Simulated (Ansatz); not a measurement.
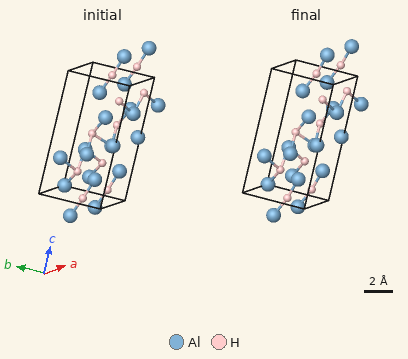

The structure of crystalline Al2H (a generated structure, set up in P1) before (left) and after (right) a relaxation, at one scale.

Style: ball-and-stick. Shown: the cell of the calculation, repeated 2 × 1 × 1 with one cell outlined, from a free direction.

These are results of DFT PBE, scalar-relativistic, plane waves, PAW in Ansatz 0.2.0, not measurements. Settings: plane-wave cutoff 420 eV; k-point mesh 14 × 8 × 4; occupations gaussian; smearing width 0.1 eV; no spin polarisation; cell and atoms relaxed; force threshold 0.01 eV/Å; at most 80 steps.

Question: Describe what moved and what it gained.

Answer: The run was cut off at its time limit before the program reported convergence, but its last step already meets the force threshold: the largest component is 0.0059 eV/Å against 0.01 eV/Å. The pressure is within 0.01 GPa of its target. Over 7 geometry steps the energy falls by 24.3 meV per cell of the calculation. The largest force component goes from 0.14 to 0.0059 eV/Å. Pressure: 0.14 GPa at the start and 0.00 GPa at the end. The atom that moves furthest relative to the cell is an H atom (0.11 Å in a general direction near +a). By element the largest moves are H 0.11 Å, Al 0.07 Å. Cell: a 2.864 → 2.826 Å (−1.4 %), b 5.232 → 5.273 Å (+0.8 %), c 10.638 → 10.659 Å (+0.2 %), α 103.6° → 102.6°, β 94.3° → 93.6°, γ 97.6° → 97.1°. Volume +0.4 %. Some distances before and after: Al–H 1.968 → 2.033 Å, Al–H 2.030 → 1.968 Å, Al–H 1.963 → 1.913 Å, Al–H 1.898 → 1.934 Å. Among the angles between lasting bonds that change: Al–H–Al 175.7° → 171.8°, Al–H–Al 112.6° → 115.2°, H–Al–H 176.0° → 178.3°. The space group stays P1 (No. 1). The run took 11 min on 1 thread of Arm Neoverse V2, with other jobs on the host, peak memory 0.96 GiB.
